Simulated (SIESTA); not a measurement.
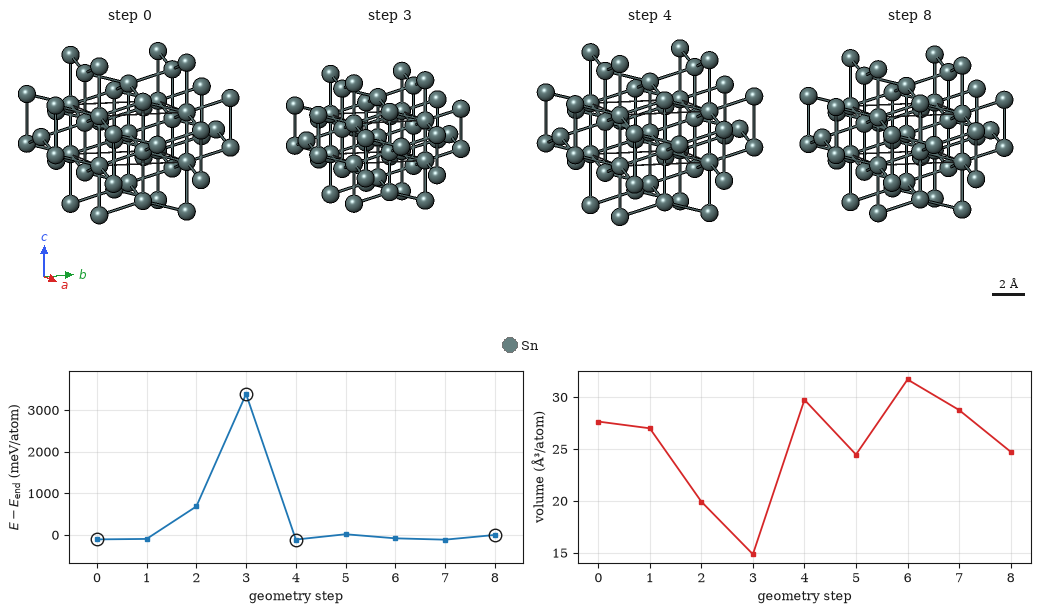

Frames of a relaxation of a crystal of Sn (set up in I4_1/amd), marked on the history of the run. A ball-and-stick model of the conventional cell (2 times the calculation's cell), seen slightly off an axis. Lengths and directions refer to the drawn axes.

The run lets cell and atoms move.

Theory: Kohn-Sham DFT of a periodic cell, PBE, PseudoDojo 0.4 standard, converted to PSML (SIESTA 5.4.2).

Input
```
SystemName                      Sn
SystemLabel                     Sn
NumberOfSpecies                 1
NumberOfAtoms                   2
%block ChemicalSpeciesLabel
  1  50 Sn
%endblock ChemicalSpeciesLabel

UseStructFile                   true

%block kgrid.MonkhorstPack
    6   0   0  0.0
    0   6   0  0.0
    0   0   6  0.0
%endblock kgrid.MonkhorstPack
XC.Functional                   GGA
XC.Authors                      PBE
PAO.BasisSize                   DZP
PAO.EnergyShift                 0.003 Ry
Mesh.Cutoff                     500 Ry
OccupationFunction              FD
ElectronicTemperature           0.05 eV
MaxSCFIterations                120
SCF.MustConverge                false
SCF.Mixer.Method                Pulay
SCF.Mixer.Weight                0.25
SCF.Mixer.History               8
SCF.DM.Tolerance                5.0e-05
SCF.H.Tolerance                 1.0e-03 eV
WriteForces                     true
Charge.Mulliken                 end
Charge.Hirshfeld                end
Charge.Voronoi                  end
SaveRho                         true
SaveElectrostaticPotential      true
MD.TypeOfRun                    Broyden
MD.Steps                        40
MD.MaxForceTol                  0.02 eV/Ang
MD.MaxDispl                     0.1 Ang
WriteCoorStep                   true
AtomCoorFormatOut               Fractional
MD.VariableCell                 true
MD.MaxStressTol                 0.1 GPa
Target.Pressure                 30 GPa
%block PAO.Basis
  Sn 4
  n=5 0 2
    6.432 0.000
  n=5 1 2
    8.686 0.000
  n=4 2 2
    3.759 0.000
  n=5 2 1
    8.686
%endblock PAO.Basis
```

Launched with:
```bash
siesta < Sn.fdf > Sn.out 2>&1
```

> Describe the path.

The run was cut off at its time limit before the relaxation converged, so the last structure is only a point on the way. After 8 geometry steps the energy has risen by 107 meV per atom. With the target pressure of 30 GPa, the enthalpy E + pV changes by −438 meV per atom. The pressure goes from 2.20 to 10.32 GPa. The atoms keep their places relative to the cell (all moves are under 0.005 Å). The drawn cell changes as follows: a = b 5.880 → 5.657 Å (−3.8 %), c 3.199 → 3.093 Å (−3.3 %); the volume changes by −10.5 %. Near-neighbour distances that change, for instance: Sn–Sn 3.047 → 2.932 Å, Sn–Sn 3.199 → 3.093 Å. The space group stays I4_1/amd (No. 141). Cost: 8.1 min on 1 thread of Intel(R) Xeon(R) 6975P-C (Granite Rapids) (shared host), peak memory 0.58 GiB. From step 0 to 3: volume −46.2 %, energy +3494 meV per atom. From step 3 to 4: volume +100.1 %, energy −3498 meV per atom. From step 4 to 8: volume −16.8 %, energy +110 meV per atom.
